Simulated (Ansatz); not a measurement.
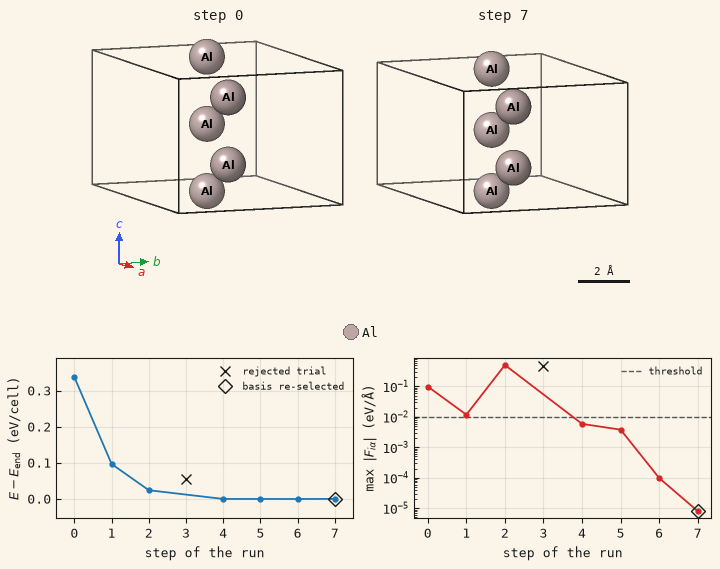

First and last geometry of a relaxation of a wire of composition Al, with the history of the run. The picture is a spheres-only view of the 2 repeat of the cell, with the vacuum cut short, seen slightly off an axis.

Case: strip chain of atoms.

Computed with Ansatz, DFT r2SCAN, scalar-relativistic, plane waves, PAW. (plane-wave cutoff 500 eV; k-point mesh 1 × 1 × 24; occupations gaussian; smearing width 0.05 eV; collinear spin; cell relaxed at fixed a, b, alpha, beta, gamma; force threshold 0.01 eV/Å; at most 45 steps)

Question: Read the history and describe the run.

Answer: It converged. The largest moves relative to the layer's centre, 0.036 Å, are those of Al atoms. Along the periodic axis the drawn cell goes c 5.386 → 4.894 Å (−9.1 %). Near-neighbour distances that change, for instance: Al–Al 2.693 → 2.447 Å. Bond angles that change, for instance: Al–Al–Al 120.5° → 117.4°, Al–Al–Al 59.5° → 62.6°. Over 5 accepted moves (7 points after the start) the energy falls by 0.337 eV per cell of the calculation. Largest force component: 0.099 eV/Å at the start, under 0.0001 eV/Å at the end. The line search rejected the trial step at point 3 of the run. At 1 point the geometry stayed and the basis and grid were re-selected for the new cell (energy shift of 0.2 meV per cell of the calculation at most each time). The program noted that the starting moments weren't kept. The run took 2.6 min on 2 threads of Arm Neoverse V1, with other jobs on the host, peak memory 1 GiB.

| step | E − E(0), meV/atom | largest force component, eV/Å | note |
| --- | --- | --- | --- |
| 0 | 0.00 | 0.0989 |  |
| 1 | -120.29 | 0.0118 |  |
| 2 | -156.61 | 0.5035 |  |
| 3 | -141.59 | 0.4864 | rejected |
| 4 | -168.71 | 0.0059 |  |
| 5 | -168.72 | 0.0038 |  |
| 6 | -168.76 | 0.0001 |  |
| 7 | -168.65 | 0.0000 | same geometry, new basis |

Limits of the set-up: the k-point mesh is coarse for a cell with partly filled bands.
